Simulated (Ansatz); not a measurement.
System: fluorite-type CaF2, space group Fm-3m, 3 atoms in the primitive cell, relaxed with r2SCAN; cubic a = 5.439 Å. Starting point: PBE, Ansatz PAW set, no spin polarisation, no spin-orbit coupling, 4×4×4 k mesh, 420 eV cutoff, fixed occupations (Ansatz). Many-body step: G0W0 with empty bands 65, screening cutoff 80 eV and frequency treatment contour deformation.

In PBE the smallest gap over these k points is 7.38 eV, with direct gaps of 7.63 eV at Γ, 8.16 eV at X and 8.58 eV at W.

### What does G0W0 give?

Over the k points that were corrected, the smallest gap goes from 7.38 eV in PBE (X to Γ) to 10.38 eV in G0W0 (X to Γ), a change of +3.00 eV (+41 %). Counted from the valence top, the lowest empty level moves by +3.00 eV at Γ, +4.38 eV at X and +4.47 eV at W; over the 8 points that were corrected the shifts run from +3.00 to +5.23 eV: a spread of 2.23 eV on a mean of 4.21 eV, so one scissor shift doesn't describe this level. Only two empty levels a point were corrected, so a higher one could drop under them. The top filled level also moves against the valence top, by −0.15 eV at L. The quasiparticle weight (renormalisation factor) lies between 0.80 and 0.89 for the top filled and first empty levels.

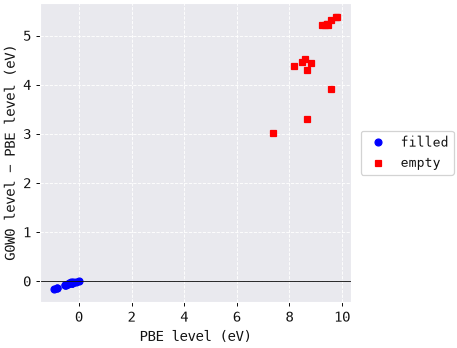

Change of each level from PBE to G0W0 against its PBE energy, both sets counted from their own valence top.

| k point | PBE direct gap (eV) | G0W0 direct gap (eV) |
| --- | --- | --- |
| Γ | 7.63 | 10.69 |
| X | 8.16 | 12.54 |
| W | 8.58 | 13.07 |

The k mesh is coarse (spacing up to 0.50 Å⁻¹), so the values aren't converged. Bands, cutoffs and mesh are finite, so these values aren't at the basis limit.
